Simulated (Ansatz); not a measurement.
**Geometry relaxation of W$_{14}$Se$_{27}$ (part 3 of 3)**

W$_{14}$Se$_{27}$ (defect cell, 41 atoms in the cell); DFT PBE+D3(BJ), scalar-relativistic, plane waves, PAW, no spin polarisation (Ansatz 0.2.0); cutoff 420 eV, 2×2×2 k-mesh, Gaussian smearing of 0.01 eV. The structure derives from a Materials Project entry. It belongs to a series of runs on one base structure; here: Se vacancy (site f), charge +0, atoms relaxed at the host's cell.

Trajectory as extended XYZ (Å, eV, eV/Å), 5 frames, from step=1 to step=5
```
41
Lattice="1.6395 -8.5192 0.0000 6.5581 5.6795 0.0000 0.0000 0.0000 12.7928" Properties=species:S:1:pos:R:3:forces:R:3 step=1 energy=-293091.31700
W     4.9186   -4.7329    3.1984   -0.7667   0.4241  -0.3482
W     3.2790   -1.8932    3.1984    0.0161  -0.8760  -0.3482
W     1.6395    0.9466    3.1984   -0.0431   0.4224   0.1293
W     6.5581   -1.8932    3.1984   -0.3442  -0.2485   0.1293
W     4.9186    0.9466    3.1984    0.0000   0.0000  -0.0393
W     1.6395   -4.7329    3.1984    0.7506   0.4519  -0.3482
W     6.5581    3.7863    3.1984    0.3873  -0.1738   0.1293
W     3.2790   -3.7863    9.5944    0.0000   0.0000   0.0558
W     1.6395   -0.9466    9.5944    0.0097  -0.0002  -0.0160
W     1.6395   -6.6260    9.5944   -0.0047   0.0085  -0.0160
W     4.9186   -0.9466    9.5944   -0.0150  -0.0072  -0.0070
W     3.2790    1.8932    9.5944    0.0013   0.0166  -0.0070
W     6.5581    1.8932    9.5944    0.0137  -0.0094  -0.0070
W     6.5581   -3.7863    9.5944   -0.0050  -0.0083  -0.0160
Se    1.6395   -0.9466    4.8827    0.1598  -0.4244   0.0402
Se    1.6395   -6.6260    4.8827    0.2877   0.3506   0.0402
Se    4.9186   -0.9466    4.8827   -0.2009  -0.4187   0.0523
Se    3.2790    1.8932    4.8827   -0.2622   0.3833   0.0523
Se    6.5581    1.8932    4.8827    0.4630   0.0354   0.0523
Se    6.5581   -3.7863    4.8827   -0.4475   0.0738   0.0402
Se    4.9186   -4.7329   11.2787   -0.0018  -0.0007   0.0097
Se    3.2790   -1.8932   11.2787    0.0015  -0.0013   0.0097
Se    1.6395    0.9466   11.2787    0.0015  -0.0088   0.0005
Se    6.5581   -1.8932   11.2787    0.0069   0.0057   0.0005
Se    4.9186    0.9466   11.2787    0.0000   0.0000   0.0048
Se    1.6395   -4.7329   11.2787    0.0004   0.0019   0.0097
Se    6.5581    3.7863   11.2787   -0.0084   0.0031   0.0005
Se    3.2790   -3.7863    1.5141    0.0000   0.0000   0.3637
Se    1.6395   -0.9466    1.5141    0.2299  -0.0741   0.0199
Se    1.6395   -6.6260    1.5141   -0.0508   0.2361   0.0199
Se    4.9186   -0.9466    1.5141   -0.1784  -0.0087   0.0226
Se    3.2790    1.8932    1.5141    0.0816   0.1589   0.0226
Se    6.5581    1.8932    1.5141    0.0968  -0.1501   0.0226
Se    6.5581   -3.7863    1.5141   -0.1791  -0.1621   0.0199
Se    4.9186   -4.7329    7.9101   -0.0399   0.0244  -0.0391
Se    3.2790   -1.8932    7.9101   -0.0012  -0.0468  -0.0391
Se    1.6395    0.9466    7.9101   -0.0004   0.0105   0.0054
Se    6.5581   -1.8932    7.9101   -0.0089  -0.0056   0.0054
Se    4.9186    0.9466    7.9101    0.0000   0.0000   0.0063
Se    1.6395   -4.7329    7.9101    0.0411   0.0224  -0.0391
Se    6.5581    3.7863    7.9101    0.0093  -0.0049   0.0054
41
Lattice="1.6395 -8.5192 0.0000 6.5581 5.6795 0.0000 0.0000 0.0000 12.7928" Properties=species:S:1:pos:R:3:forces:R:3 step=2 energy=-293091.37617
W     4.7484   -4.6405    3.1691    0.8669  -0.4596   0.1287
W     3.2841   -2.0867    3.1691   -0.0355   0.9805   0.1287
W     1.6436    0.9862    3.2206    0.2239  -0.4032  -0.2017
W     6.5218   -1.9094    3.2206    0.2372   0.3955  -0.2017
W     4.9186    0.9466    3.2533    0.0000   0.0000  -0.2324
W     1.8046   -4.6317    3.1691   -0.8314  -0.5210   0.1287
W     6.5903    3.7630    3.2206   -0.4611   0.0077  -0.2017
W     3.2790   -3.7863    9.6022    0.0000   0.0000  -0.0029
W     1.6438   -0.9485    9.5894   -0.0186  -0.0125   0.0115
W     1.6390   -6.6214    9.5894    0.0201  -0.0099   0.0115
W     4.9129   -0.9497    9.5911    0.0205  -0.0020  -0.0007
W     3.2792    1.8996    9.5911   -0.0119  -0.0168  -0.0007
W     6.5636    1.8898    9.5911   -0.0086   0.0187  -0.0007
W     6.5543   -3.7891    9.5894   -0.0015   0.0223   0.0115
Se    1.7184   -1.0311    4.8598   -0.3439   0.3633   0.1771
Se    1.6733   -6.5154    4.8598   -0.1427  -0.4795   0.1771
Se    4.8341   -1.0555    4.8845    0.2667   0.2477   0.1193
Se    3.2269    2.0208    4.8845    0.0811  -0.3548   0.1193
Se    6.6946    1.8745    4.8845   -0.3479   0.1072   0.1193
Se    6.4454   -3.8124    4.8598    0.4866   0.1161   0.1771
Se    4.9202   -4.7327   11.2824    0.0331  -0.0178  -0.0560
Se    3.2781   -1.8918   11.2824   -0.0012   0.0376  -0.0560
Se    1.6397    0.9461   11.2730   -0.0081   0.0024   0.0259
Se    6.5584   -1.8927   11.2730    0.0020  -0.0083   0.0259
Se    4.9186    0.9466   11.2741    0.0000   0.0000   0.0064
Se    1.6388   -4.7344   11.2824   -0.0320  -0.0198  -0.0560
Se    6.5576    3.7864   11.2730    0.0062   0.0058   0.0259
Se    3.2790   -3.7863    1.3825    0.0000   0.0000  -0.9503
Se    1.6990   -0.9622    1.5522   -0.3056   0.1683   0.0113
Se    1.6233   -6.5667    1.5522    0.0071  -0.3488   0.0113
Se    4.8674   -0.9564    1.5477    0.2005   0.0723   0.1610
Se    3.2961    1.9423    1.5477   -0.0376  -0.2098   0.1610
Se    6.5921    1.8538    1.5477   -0.1629   0.1375   0.1610
Se    6.5148   -3.8300    1.5522    0.2985   0.1806   0.0113
Se    4.9073   -4.7260    7.9027    0.0428  -0.0138   0.0847
Se    3.2787   -1.9064    7.9027   -0.0095   0.0440   0.0847
Se    1.6404    0.9494    7.9090   -0.0049  -0.0288  -0.0479
Se    6.5552   -1.8938    7.9090    0.0274   0.0102  -0.0479
Se    4.9186    0.9466    7.9104    0.0000   0.0000  -0.0601
Se    1.6511   -4.7266    7.9027   -0.0334  -0.0302   0.0847
Se    6.5601    3.7841    7.9090   -0.0225   0.0186  -0.0479
41
Lattice="1.6395 -8.5192 0.0000 6.5581 5.6795 0.0000 0.0000 0.0000 12.7928" Properties=species:S:1:pos:R:3:forces:R:3 step=3 energy=-293091.59414
W     4.8274   -4.6725    3.1904   -0.0147  -0.0217  -0.0350
W     3.2724   -2.0023    3.1904    0.0262  -0.0019  -0.0350
W     1.6490    0.9608    3.2280   -0.0029   0.0264  -0.0220
W     6.5410   -1.8920    3.2280   -0.0214  -0.0157  -0.0220
W     4.9186    0.9466    3.2509    0.0000   0.0000  -0.0468
W     1.7374   -4.6841    3.1904   -0.0114   0.0236  -0.0350
W     6.5656    3.7710    3.2280    0.0243  -0.0107  -0.0220
W     3.2790   -3.7863    9.5867    0.0000   0.0000   0.0169
W     1.6395   -0.9475    9.5765    0.0030   0.0028   0.0069
W     1.6404   -6.6256    9.5765   -0.0039   0.0012   0.0069
W     4.9181   -0.9476    9.5767   -0.0024   0.0022   0.0045
W     3.2784    1.8941    9.5767    0.0031   0.0009   0.0045
W     6.5592    1.8933    9.5767   -0.0007  -0.0032   0.0045
W     6.5573   -3.7858    9.5765    0.0009  -0.0040   0.0069
Se    1.6700   -0.9987    4.8910    0.0005   0.0153  -0.0049
Se    1.6694   -6.5736    4.8910   -0.0135  -0.0072  -0.0049
Se    4.8674   -1.0140    4.9020   -0.0069   0.0175   0.0089
Se    3.2463    1.9712    4.9020    0.0187  -0.0028   0.0089
Se    6.6420    1.8825    4.9020   -0.0117  -0.0148   0.0089
Se    6.4977   -3.7866    4.8910    0.0130  -0.0081  -0.0049
Se    4.9224   -4.7351   11.2640   -0.0036   0.0011   0.0127
Se    3.2790   -1.8887   11.2640    0.0008  -0.0037   0.0127
Se    1.6394    0.9450   11.2620    0.0040   0.0058   0.0109
Se    6.5595   -1.8924   11.2620   -0.0070   0.0006   0.0109
Se    4.9186    0.9466   11.2612    0.0000   0.0000   0.0064
Se    1.6357   -4.7351   11.2640    0.0028   0.0025   0.0127
Se    6.5567    3.7872   11.2620    0.0030  -0.0064   0.0109
Se    3.2790   -3.7863    1.4382    0.0000   0.0000  -0.1748
Se    1.6563   -0.9539    1.5479    0.0327  -0.0034   0.0180
Se    1.6375   -6.6078    1.5479   -0.0134   0.0300   0.0180
Se    4.8907   -0.9455    1.5543   -0.0162   0.0094   0.0322
Se    3.2939    1.9168    1.5543    0.0163   0.0093   0.0322
Se    6.5711    1.8685    1.5543   -0.0001  -0.0188   0.0322
Se    6.5433   -3.7972    1.5479   -0.0192  -0.0266   0.0180
Se    4.9124   -4.7287    7.8944   -0.0060   0.0048   0.0216
Se    3.2784   -1.9006    7.8944   -0.0011  -0.0076   0.0216
Se    1.6394    0.9460    7.8920    0.0064  -0.0003   0.0120
Se    6.5586   -1.8930    7.8920   -0.0029   0.0057   0.0120
Se    4.9186    0.9466    7.8925    0.0000   0.0000   0.0007
Se    1.6463   -4.7297    7.8944    0.0071   0.0028   0.0216
Se    6.5576    3.7867    7.8920   -0.0035  -0.0054   0.0120
41
Lattice="1.6395 -8.5192 0.0000 6.5581 5.6795 0.0000 0.0000 0.0000 12.7928" Properties=species:S:1:pos:R:3:forces:R:3 step=4 energy=-293091.59926
W     4.8172   -4.6705    3.1745    0.0583  -0.0099   0.0073
W     3.2757   -2.0122    3.1745   -0.0206   0.0554   0.0073
W     1.6496    0.9641    3.2181   -0.0106  -0.0001  -0.0181
W     6.5378   -1.8931    3.2181    0.0054  -0.0092  -0.0181
W     4.9186    0.9466    3.2409    0.0000   0.0000  -0.0201
W     1.7443   -4.6763    3.1745   -0.0377  -0.0455   0.0073
W     6.5682    3.7688    3.2181    0.0052   0.0092  -0.0181
W     3.2790   -3.7863    9.5999    0.0000   0.0000  -0.0007
W     1.6389   -0.9467    9.5881    0.0028  -0.0039   0.0001
W     1.6400   -6.6265    9.5881    0.0020   0.0043   0.0001
W     4.9181   -0.9468    9.5874    0.0007  -0.0031   0.0008
W     3.2791    1.8937    9.5874   -0.0031   0.0009   0.0008
W     6.5585    1.8929    9.5874    0.0023   0.0022   0.0008
W     6.5583   -3.7857    9.5881   -0.0048  -0.0004   0.0001
Se    1.6730   -0.9960    4.8778    0.0150  -0.0265   0.0009
Se    1.6656   -6.5723    4.8778    0.0154   0.0262   0.0009
Se    4.8651   -1.0137    4.8918   -0.0126  -0.0204   0.0053
Se    3.2476    1.9730    4.8918   -0.0114   0.0211   0.0053
Se    6.6430    1.8804    4.8918    0.0239  -0.0007   0.0053
Se    6.4985   -3.7906    4.8778   -0.0304   0.0002   0.0009
Se    4.9233   -4.7355   11.2748    0.0034  -0.0022   0.0067
Se    3.2790   -1.8878   11.2748    0.0002   0.0041   0.0067
Se    1.6400    0.9461   11.2738   -0.0011  -0.0022  -0.0001
Se    6.5583   -1.8924   11.2738    0.0024   0.0001  -0.0001
Se    4.9186    0.9466   11.2720    0.0000   0.0000   0.0017
Se    1.6349   -4.7356   11.2748   -0.0036  -0.0019   0.0067
Se    6.5574    3.7861   11.2738   -0.0013   0.0021  -0.0001
Se    3.2790   -3.7863    1.4027    0.0000   0.0000   0.0040
Se    1.6598   -0.9523    1.5407    0.0103  -0.0076   0.0002
Se    1.6343   -6.6056    1.5407    0.0015   0.0127   0.0002
Se    4.8904   -0.9444    1.5461   -0.0103  -0.0064  -0.0005
Se    3.2950    1.9164    1.5461   -0.0004   0.0121  -0.0005
Se    6.5702    1.8676    1.5461    0.0107  -0.0057  -0.0005
Se    6.5430   -3.8010    1.5407   -0.0118  -0.0051   0.0002
Se    4.9121   -4.7276    7.9075    0.0000  -0.0005  -0.0029
Se    3.2776   -1.9014    7.9075    0.0004   0.0003  -0.0029
Se    1.6399    0.9461    7.9027   -0.0022   0.0004   0.0042
Se    6.5583   -1.8926    7.9027    0.0008  -0.0021   0.0042
Se    4.9186    0.9466    7.9016    0.0000   0.0000   0.0029
Se    1.6473   -4.7300    7.9075   -0.0005   0.0002  -0.0029
Se    6.5575    3.7862    7.9027    0.0015   0.0017   0.0042
41
Lattice="1.6395 -8.5192 0.0000 6.5581 5.6795 0.0000 0.0000 0.0000 12.7928" Properties=species:S:1:pos:R:3:forces:R:3 step=5 energy=-293091.59988
W     4.8218   -4.6715    3.1727   -0.0075   0.0034   0.0061
W     3.2743   -2.0077    3.1727    0.0008  -0.0082   0.0061
W     1.6491    0.9641    3.2153   -0.0004   0.0015   0.0072
W     6.5382   -1.8936    3.2153   -0.0010  -0.0011   0.0072
W     4.9186    0.9466    3.2387    0.0000   0.0000   0.0091
W     1.7411   -4.6798    3.1727    0.0067   0.0048   0.0061
W     6.5685    3.7693    3.2153    0.0015  -0.0003   0.0072
W     3.2790   -3.7863    9.6017    0.0000   0.0000   0.0005
W     1.6393   -0.9471    9.5898   -0.0002   0.0000  -0.0002
W     1.6401   -6.6259    9.5898    0.0001  -0.0002  -0.0002
W     4.9180   -0.9471    9.5891    0.0001   0.0001   0.0000
W     3.2788    1.8939    9.5891    0.0000  -0.0001   0.0000
W     6.5588    1.8930    9.5891   -0.0001   0.0001   0.0000
W     6.5577   -3.7859    9.5898    0.0001   0.0002  -0.0002
Se    1.6733   -0.9976    4.8766   -0.0029   0.0032  -0.0044
Se    1.6668   -6.5713    4.8766   -0.0013  -0.0041  -0.0044
Se    4.8642   -1.0153    4.8905    0.0029   0.0024  -0.0057
Se    3.2467    1.9746    4.8905    0.0006  -0.0037  -0.0057
Se    6.6448    1.8805    4.8905   -0.0035   0.0013  -0.0057
Se    6.4970   -3.7901    4.8766    0.0042   0.0009  -0.0044
Se    4.9232   -4.7358   11.2772   -0.0003   0.0003  -0.0004
Se    3.2792   -1.8877   11.2772   -0.0001  -0.0005  -0.0004
Se    1.6399    0.9458   11.2752    0.0001  -0.0001   0.0000
Se    6.5586   -1.8924   11.2752    0.0000   0.0002   0.0000
Se    4.9186    0.9466   11.2735    0.0000   0.0000  -0.0002
Se    1.6347   -4.7355   11.2772    0.0005   0.0001  -0.0004
Se    6.5572    3.7864   11.2752   -0.0001  -0.0001   0.0000
Se    3.2790   -3.7863    1.4048    0.0000   0.0000   0.0042
Se    1.6601   -0.9522    1.5376   -0.0031   0.0021  -0.0043
Se    1.6341   -6.6054    1.5376   -0.0002  -0.0037  -0.0043
Se    4.8894   -0.9445    1.5440    0.0028   0.0024  -0.0038
Se    3.2954    1.9174    1.5440    0.0007  -0.0036  -0.0038
Se    6.5709    1.8669    1.5440   -0.0035   0.0012  -0.0038
Se    6.5429   -3.8013    1.5376    0.0033   0.0017  -0.0043
Se    4.9119   -4.7278    7.9088   -0.0004   0.0002   0.0004
Se    3.2779   -1.9015    7.9088    0.0000  -0.0004   0.0004
Se    1.6397    0.9460    7.9047    0.0000   0.0008   0.0004
Se    6.5585   -1.8927    7.9047   -0.0007  -0.0003   0.0004
Se    4.9186    0.9466    7.9036    0.0000   0.0000   0.0003
Se    1.6473   -4.7297    7.9088    0.0004   0.0002   0.0004
Se    6.5574    3.7864    7.9047    0.0006  -0.0004   0.0004
```

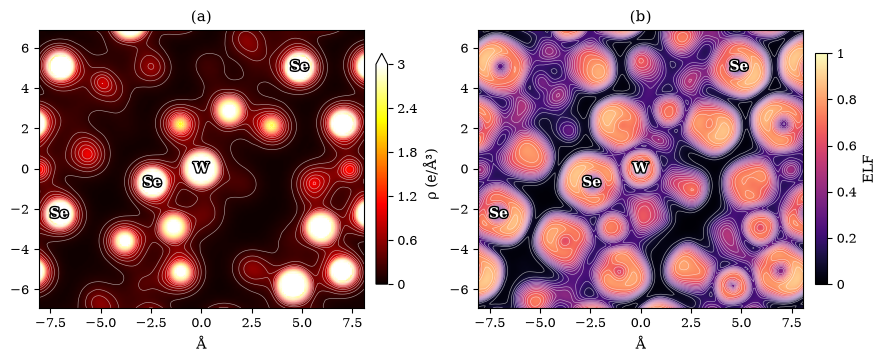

(a) valence charge density (pseudo); (b) ELF on the (111) plane of the calculation cell. W–Se (2.53 Å): the density is about 0.55 e/Å³ at the midpoint; the ELF is about 0.55 at the midpoint. Away from the nuclei the density in this plane falls to 0.01 e/Å³ at its lowest. The strong features right at W lie inside the PAW spheres (semicore, d or f shells) and say nothing about bonding. In a PAW calculation such maps are meaningful between the atoms, not at the nuclei.

Summary

```tsv
quantity	value
outcome	converged
electrons treated	628
free energy	−293091.5999 eV
Fermi energy	13.327 eV
gap on the k-point mesh	0.77 eV
final volume	833.85 Å³
largest force (length of the vector) at the end	0.010 eV/Å
hardware	4 threads of Intel Xeon (Granite Rapids), 16 GiB of memory available, shared host
wall time	85 s (CPU time 5.4 min)
peak memory	5.2 GiB
```

Spin–orbit coupling is left out, which matters for W.
